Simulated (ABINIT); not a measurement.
**Run report: Au, phonon calculation (part 2 of 2)**

The same run, continued: Au (Cmcm, 2 atoms in the cell); Kohn-Sham DFT of a periodic cell, PBE, JTH PAW PBE v2.0, no spin polarisation (ABINIT 10.8.3); cutoff 408.17 eV, 12×12×8 k-mesh, cold smearing of 0.1 eV. The structure derives from a Materials Project entry.

Geometry of the input (Å; fractional positions):
```
1.4113  -2.5559  0.0000
1.4113  2.5559  0.0000
0.0000  0.0000  4.8932
Au 0.3347  0.6653  0.2500
Au 0.6653  0.3347  0.7500
```

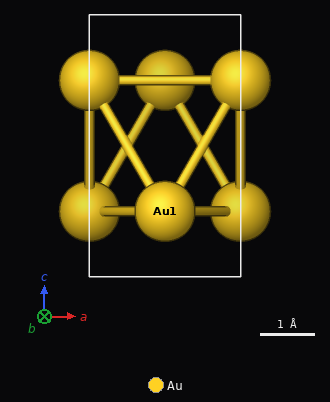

**Figure 1.** The input geometry (ball-and-stick view of the cell 2 times as large as that of the calculation, set on its symmetry axes, along the b axis; atoms are numbered from 1 in the order of the input).

Log, continued
```
--- !EnergyTerms
iteration_state     : {dtset: 1, }
comment             : Components of total free energy in Hartree
kinetic             :  1.84766432345579E+01
hartree             :  7.62308304821787E+00
xc                  : -5.98128360160020E+00
Ewald energy        : -7.10033130027521E+01
psp_core            :  6.50160669238795E+00
local_psp           : -2.85657571443494E+01
PAW spherical_terms :  4.63889436100553E+00
internal            : -6.83101264125325E+01
'-kT*entropy'       :  2.95524444524280E-05
total_energy        : -6.83100968600880E+01
total_energy_eV     : -1.85881243016023E+03
...

--- !EnergyTermsDC
iteration_state     : {dtset: 1, }
comment             : '"Double-counting" decomposition of free energy'
band_energy         :  2.55875459348624E+00
Ewald energy        : -7.10033130027521E+01
psp_core            :  6.50160669238795E+00
xc_dc               : -6.50220506414551E+00
PAW spherical_terms :  1.35032990414004E-01
internal            : -6.83101237906095E+01
'-kT*entropy'       :  2.95524444524280E-05
total_energy_dc     : -6.83100942381650E+01
total_energy_dc_eV  : -1.85881235881407E+03
...

--- !EnergyTermsWithPAWCore
iteration_state     : {dtset: 1, }
comment             : 'Components of total free energy, including PAW core contributions'
Total energy        : -3.80239765097131E+04
Total energy DC     : -3.80239765070912E+04
Total energy (eV)   : -1.03468511141391E+06
Total energy DC (eV): -1.03468511134257E+06
...

 Cartesian components of stress tensor (hartree/bohr^3)
  sigma(1 1)= -1.49265890E-04  sigma(3 2)=  0.00000000E+00
  sigma(2 2)= -1.48861132E-04  sigma(3 1)=  0.00000000E+00
  sigma(3 3)= -7.46721857E-05  sigma(2 1)=  0.00000000E+00

-Cartesian components of stress tensor (GPa)         [Pressure=  3.6560E+00 GPa]
- sigma(1 1)= -4.39155410E+00  sigma(3 2)=  0.00000000E+00
- sigma(2 2)= -4.37964572E+00  sigma(3 1)=  0.00000000E+00
- sigma(3 3)= -2.19693155E+00  sigma(2 1)=  0.00000000E+00

================================================================================
== DATASET  2 ==================================================================

--- !DatasetInfo
iteration_state: {dtset: 2, }
dimensions: {natom: 2, nkpt: 580, mband: 19, nsppol: 1, nspinor: 1, nspden: 1, mpw: 682, }
cutoff_energies: {ecut:  15.0, pawecutdg:  30.0, }
electrons: {nelect:   2.20000000E+01, charge:   0.00000000E+00, occopt:   4.00000000E+00, tsmear:   3.67493000E-03, }
meta: {optdriver: 1, rfphon: 1, }
...

 mkfilename : getwfk/=0, take file _WFK from output of DATASET   1.

 Exchange-correlation functional for the present dataset will be:
  GGA: Perdew-Burke-Ernzerhof functional - ixc=11
  J.P.Perdew, K.Burke, M.Ernzerhof, PRL 77, 3865 (1996)

 Real(R)+Recip(G) space primitive vectors, cartesian coordinates (Bohr,Bohr^-1):
 R(1)=  2.6669893 -4.8300134  0.0000000  G(1)=  0.1874773 -0.1035194  0.0000000
 R(2)=  2.6669893  4.8300134  0.0000000  G(2)=  0.1874773  0.1035194  0.0000000
 R(3)=  0.0000000  0.0000000  9.2467504  G(3)=  0.0000000  0.0000000  0.1081461
 Unit cell volume ucvol=  2.3822577E+02 bohr^3
 Angles (23,13,12)=  9.00000000E+01  9.00000000E+01  1.22187660E+02 degrees
 setup1 : take into account q-point for computing boxcut.

 Coarse grid specifications (used for wave-functions):

 getcut: wavevector=  0.0000  0.0000  0.0000  ngfft=  20  20  36
         ecut(hartree)=     15.000   => boxcut(ratio)=   2.08069

 Fine grid specifications (used for densities):

 getcut: wavevector=  0.0000  0.0000  0.0000  ngfft=  30  30  48
         ecut(hartree)=     30.000   => boxcut(ratio)=   2.10536
--------------------------------------------------------------------------------

 ==>  initialize data related to q vector <==

 The list of irreducible perturbations for this q vector is:
    1)    idir= 1    ipert=   1
    2)    idir= 3    ipert=   1

================================================================================

 The perturbation idir=   2  ipert=   1 is
 symmetric of a previously calculated perturbation.
 So, its SCF calculation is not needed.

 The perturbation idir=   1  ipert=   2 is
 symmetric of a previously calculated perturbation.
 So, its SCF calculation is not needed.

 The perturbation idir=   2  ipert=   2 is
 symmetric of a previously calculated perturbation.
 So, its SCF calculation is not needed.

 The perturbation idir=   3  ipert=   2 is
 symmetric of a previously calculated perturbation.
 So, its SCF calculation is not needed.

--------------------------------------------------------------------------------
 Perturbation wavevector (in red.coord.)   0.000000  0.000000  0.000000
 Perturbation : displacement of atom   1   along direction   1
 Found     2 symmetries that leave the perturbation invariant.
 symkpt : the number of k-points, thanks to the symmetries,
 is reduced to   370 .

--------------------------------------------------------------------------------

--------------------------------------------------------------------------------

 dfpt_looppert : total number of electrons, from k and k+q
  fully or partially occupied states are    2.200000E+01 and    2.200000E+01.
 Initialisation of the first-order wave-functions :
  ireadwf=   0

--- !BeginCycle
iteration_state: {dtset: 2, }
solver: {iscf: 7, nstep: 80, nline: 4, wfoptalg: 10, }
tolerances: {tolvrs: 1.00E-08, }
...

     iter   2DEtotal(Ha)        deltaE(Ha) residm    vres2
-ETOT  1   75.792883127700     -5.771E+02 3.108E+00 2.151E+05
 ETOT  2   9.3736166976731     -6.642E+01 3.946E-01 2.227E+04
 ETOT  3  0.34871285182771     -9.025E+00 2.575E-01 1.093E+02
 ETOT  4  0.28820760937526     -6.051E-02 3.787E-02 6.300E+01
 ETOT  5  0.26441245335025     -2.380E-02 2.261E-02 5.954E+00
 ETOT  6  0.26221448062279     -2.198E-03 1.322E-02 2.603E-01
 ETOT  7  0.26196729633318     -2.472E-04 9.504E-03 4.235E-01
 ETOT  8  0.26187301011635     -9.429E-05 6.510E-03 7.368E-03
 ETOT  9  0.26187205947190     -9.506E-07 4.651E-03 2.404E-03
 ETOT 10  0.26186799467666     -4.065E-06 3.234E-03 3.079E-04
 ETOT 11  0.26186744514689     -5.495E-07 2.287E-03 5.251E-05
 ETOT 12  0.26186741664571     -2.850E-08 1.611E-03 3.655E-05
 ETOT 13  0.26186738264869     -3.400E-08 1.128E-03 2.587E-06
 ETOT 14  0.26186737642297     -6.226E-09 8.030E-04 2.969E-07
 ETOT 15  0.26186737625301     -1.700E-10 5.573E-04 1.830E-07
 ETOT 16  0.26186737596970     -2.833E-10 4.002E-04 3.202E-09

 At SCF step   16       vres2   =  3.20E-09 < tolvrs=  1.00E-08 =>converged.
================================================================================

 ----iterations are completed or convergence reached----

 Mean square residual over all n,k,spin=   71.501E-09; max=  40.021E-05

 2DEtotal=    0.2618673760E+00 Ha. Also 2DEtotal=    0.712577431273E+01 eV
    (2DErelax=   -6.5262372386E+02 Ha. 2DEnonrelax=    6.5288559124E+02 Ha)
    (  non-var. 2DEtotal :    2.6210849518E-01 Ha)

--------------------------------------------------------------------------------
 Perturbation wavevector (in red.coord.)   0.000000  0.000000  0.000000
 Perturbation : displacement of atom   1   along direction   3
 Found     2 symmetries that leave the perturbation invariant.
 symkpt : the number of k-points, thanks to the symmetries,
 is reduced to   320 .

--------------------------------------------------------------------------------

--------------------------------------------------------------------------------

 dfpt_looppert : total number of electrons, from k and k+q
  fully or partially occupied states are    2.200000E+01 and    2.200000E+01.
 Initialisation of the first-order wave-functions :
  ireadwf=   0

--- !BeginCycle
iteration_state: {dtset: 2, }
solver: {iscf: 7, nstep: 80, nline: 4, wfoptalg: 10, }
tolerances: {tolvrs: 1.00E-08, }
...

     iter   2DEtotal(Ha)        deltaE(Ha) residm    vres2
-ETOT  1   4173.0401331019      2.190E+03 8.214E+01 2.595E+07
 ETOT  2   232.91174133785     -3.940E+03 1.526E+01 1.391E+06
 ETOT  3   7.4825854824946     -2.254E+02 1.842E+01 3.283E+03
 ETOT  4   6.3774081441663     -1.105E+00 8.685E-01 1.171E+03
 ETOT  5   6.1895966998734     -1.878E-01 3.084E-01 1.277E+02
 ETOT  6   6.1662793471799     -2.332E-02 3.904E-02 1.578E+00
 ETOT  7   6.1658252285954     -4.541E-04 2.336E-02 4.442E-02
 ETOT  8   6.1658070148358     -1.821E-05 5.611E-03 1.284E-03
 ETOT  9   6.1658057239226     -1.291E-06 2.337E-03 4.264E-04
 ETOT 10   6.1658055331097     -1.908E-07 9.510E-04 1.730E-05
 ETOT 11   6.1658055165078     -1.660E-08 2.973E-04 1.764E-05
 ETOT 12   6.1658055092387     -7.269E-09 1.671E-04 7.527E-07
 ETOT 13   6.1658055087435     -4.952E-10 5.330E-05 7.462E-08
 ETOT 14   6.1658055085557     -1.878E-10 2.959E-05 1.070E-08
 ETOT 15   6.1658055085466     -9.095E-12 9.582E-06 2.470E-09

 At SCF step   15       vres2   =  2.47E-09 < tolvrs=  1.00E-08 =>converged.
================================================================================

 ----iterations are completed or convergence reached----

 Mean square residual over all n,k,spin=   87.544E-10; max=  95.820E-07

 2DEtotal=    0.6165805509E+01 Ha. Also 2DEtotal=    0.167780115211E+03 eV
    (2DErelax=   -1.9765000366E+03 Ha. 2DEnonrelax=    1.9826658421E+03 Ha)
    (  non-var. 2DEtotal :    6.1661651284E+00 Ha)

================================================================================

 ---- first-order wavefunction calculations are completed ----

 ==> Compute Derivative Database <==

  Dynamical matrix, in cartesian coordinates,
   if specified in the inputs, asr has been imposed
     j1       j2             matrix element
  dir pert dir pert     real part    imaginary part

   1    1   1    1         0.0048722986         0.0000000000
   1    1   1    2        -0.0048722986        -0.0000000000

   2    1   2    1         0.0067861011         0.0000000000
   2    1   2    2        -0.0067861011        -0.0000000000

   3    1   3    1         0.0721750091        -0.0000000000
   3    1   3    2        -0.0721750091         0.0000000000

   1    2   1    1        -0.0048722986         0.0000000000
   1    2   1    2         0.0048722986        -0.0000000000

   2    2   2    1        -0.0067861011         0.0000000000
   2    2   2    2         0.0067861011        -0.0000000000

   3    2   3    1        -0.0721750091        -0.0000000000
   3    2   3    2         0.0721750091         0.0000000000

  Phonon wavevector (reduced coordinates) :  0.00000  0.00000  0.00000
 Phonon energies in Hartree :
   0.000000E+00  0.000000E+00  0.000000E+00  1.647425E-04  1.944236E-04
   6.340626E-04
 Phonon frequencies in cm-1    :
   0.000000E+00  0.000000E+00  0.000000E+00  3.615680E+01  4.267104E+01
   1.391607E+02

== END DATASET(S) ==============================================================
================================================================================

 -outvars: echo values of variables after computation  --------
            acell      1.0000000000E+00  1.0000000000E+00  1.0000000000E+00 Bohr
           etotal1    -6.8310094238E+01
           etotal2     6.1658055085E+00
            fcart1    -2.8980371724E-20 -3.6993459465E-04  0.0000000000E+00
                       2.8980371724E-20  3.6993459465E-04  0.0000000000E+00
            fcart2     0.0000000000E+00  0.0000000000E+00  0.0000000000E+00
                       0.0000000000E+00  0.0000000000E+00  0.0000000000E+00
            rprim      2.6669893108E+00 -4.8300134101E+00  0.0000000000E+00
                       2.6669893108E+00  4.8300134101E+00  0.0000000000E+00
                       0.0000000000E+00  0.0000000000E+00  9.2467504442E+00
           strten1    -1.4926588979E-04 -1.4886113218E-04 -7.4672185687E-05
                       0.0000000000E+00  0.0000000000E+00  0.0000000000E+00
           strten2     0.0000000000E+00  0.0000000000E+00  0.0000000000E+00
                       0.0000000000E+00  0.0000000000E+00  0.0000000000E+00
           xangst      1.4113099640E+00  8.4513443638E-01  1.2232924017E+00
                       1.4113099640E+00 -8.4513443638E-01  3.6698772050E+00
             xred      3.3467203000E-01  6.6532797000E-01  2.5000000000E-01
                       6.6532797000E-01  3.3467203000E-01  7.5000000000E-01
 Calculation completed.
```

File anaddb.abo
```
.Version 10.8.3 of ANADDB
================================================================================

 -outvars_anaddb: echo values of input variables ----------------------

 Miscellaneous information :
       eivec         1
         asr         1
      chneut         0
 First list of wavevector (reduced coord.) :
       nph1l         1
       qph1l
                     0.00000000E+00  0.00000000E+00  0.00000000E+00    1.000E+00

================================================================================

 read the DDB information and perform some checks

  ==== Info on the Cryst% object ====
 Real(R)+Recip(G) space primitive vectors, cartesian coordinates (Bohr,Bohr^-1):
 R(1)=  2.6669893 -4.8300134  0.0000000  G(1)=  0.1874773 -0.1035194  0.0000000
 R(2)=  2.6669893  4.8300134  0.0000000  G(2)=  0.1874773  0.1035194  0.0000000
 R(3)=  0.0000000  0.0000000  9.2467504  G(3)=  0.0000000  0.0000000  0.1081461
 Unit cell volume ucvol=  2.3822577E+02 bohr^3
 Angles (23,13,12)=  9.00000000E+01  9.00000000E+01  1.22187660E+02 degrees
 Time-reversal symmetry is present
 Reduced atomic positions [iatom, xred, symbol]:
    1)    0.3346720  0.6653280  0.2500000  Au
    2)    0.6653280  0.3346720  0.7500000  Au

 DDB file with 3 blocks has been read.

================================================================================

 Treat the first list of vectors

  Phonon wavevector (reduced coordinates) :  0.00000  0.00000  0.00000
 Phonon energies in Hartree :
   0.000000E+00  0.000000E+00  0.000000E+00  1.647425E-04  1.944236E-04
   6.340626E-04
 Phonon frequencies in cm-1    :
   0.000000E+00  0.000000E+00  0.000000E+00  3.615680E+01  4.267104E+01
   1.391607E+02

 Eigendisplacements
 (will be given, for each mode : in cartesian coordinates
   for each atom the real part of the displacement vector,
   then the imaginary part of the displacement vector - absolute values smaller than 1.0d-7 are set to zero)
  Mode number    1   Energy    0.000000E+00
 Attention : low frequency mode.
   (Could be unstable or acoustic mode)
   1  0.00000000E+00  0.00000000E+00  1.18007259E-03
      0.00000000E+00  0.00000000E+00  0.00000000E+00
   2  0.00000000E+00  0.00000000E+00  1.18007259E-03
      0.00000000E+00  0.00000000E+00  0.00000000E+00
  Mode number    2   Energy    0.000000E+00
 Attention : low frequency mode.
   (Could be unstable or acoustic mode)
   1  0.00000000E+00  1.18007259E-03  0.00000000E+00
      0.00000000E+00  0.00000000E+00  0.00000000E+00
   2  0.00000000E+00  1.18007259E-03  0.00000000E+00
      0.00000000E+00  0.00000000E+00  0.00000000E+00
  Mode number    3   Energy    0.000000E+00
 Attention : low frequency mode.
   (Could be unstable or acoustic mode)
   1  1.18007259E-03  0.00000000E+00  0.00000000E+00
      0.00000000E+00  0.00000000E+00  0.00000000E+00
   2  1.18007259E-03  0.00000000E+00  0.00000000E+00
      0.00000000E+00  0.00000000E+00  0.00000000E+00
  Mode number    4   Energy    1.647425E-04
   1  1.18007259E-03  0.00000000E+00  0.00000000E+00
      0.00000000E+00  0.00000000E+00  0.00000000E+00
   2 -1.18007259E-03  0.00000000E+00  0.00000000E+00
      0.00000000E+00  0.00000000E+00  0.00000000E+00
  Mode number    5   Energy    1.944236E-04
   1  0.00000000E+00  1.18007259E-03  0.00000000E+00
      0.00000000E+00  0.00000000E+00  0.00000000E+00
   2  0.00000000E+00 -1.18007259E-03  0.00000000E+00
      0.00000000E+00  0.00000000E+00  0.00000000E+00
  Mode number    6   Energy    6.340626E-04
   1  0.00000000E+00  0.00000000E+00  1.18007259E-03
      0.00000000E+00  0.00000000E+00  0.00000000E+00
   2  0.00000000E+00  0.00000000E+00 -1.18007259E-03
      0.00000000E+00  0.00000000E+00  0.00000000E+00

 Analysis of degeneracies and characters (maximum tolerance=1.00E-06 a.u.)
 For each vibration mode, or group of modes if degenerate,
 the characters are given for each symmetry operation (see the list in the log file).
 Symmetry characters of vibration mode #   1
       degenerate with vibration modes #   2 to    3
  3.0 -3.0 -1.0  1.0 -1.0  1.0 -1.0  1.0
 Symmetry characters of vibration mode #   4
  1.0  1.0 -1.0 -1.0  1.0  1.0 -1.0 -1.0
 Symmetry characters of vibration mode #   5
  1.0  1.0  1.0  1.0  1.0  1.0  1.0  1.0
 Symmetry characters of vibration mode #   6
  1.0  1.0  1.0  1.0 -1.0 -1.0 -1.0 -1.0

================================================================================

 anaddb : the run completed successfully.
```

Summary

- outcome: converged
- space group (tolerance 0.01 Å): Cmcm (63)
- electrons treated: 22
- free energy: −1858.8124 eV
- Fermi energy of the self-consistent step: 7.252 eV
- gap on the k-point mesh: none (metallic)
- pressure: 3.66 GPa
- largest force (length of the vector): 0.019 eV/Å
- wall time: 8.8 min (CPU time 30 min)
- peak memory: 1 GiB

Notes

Points of doubt noted for this run: cutoff too low for stress. Spin–orbit coupling is left out, which matters for Au.
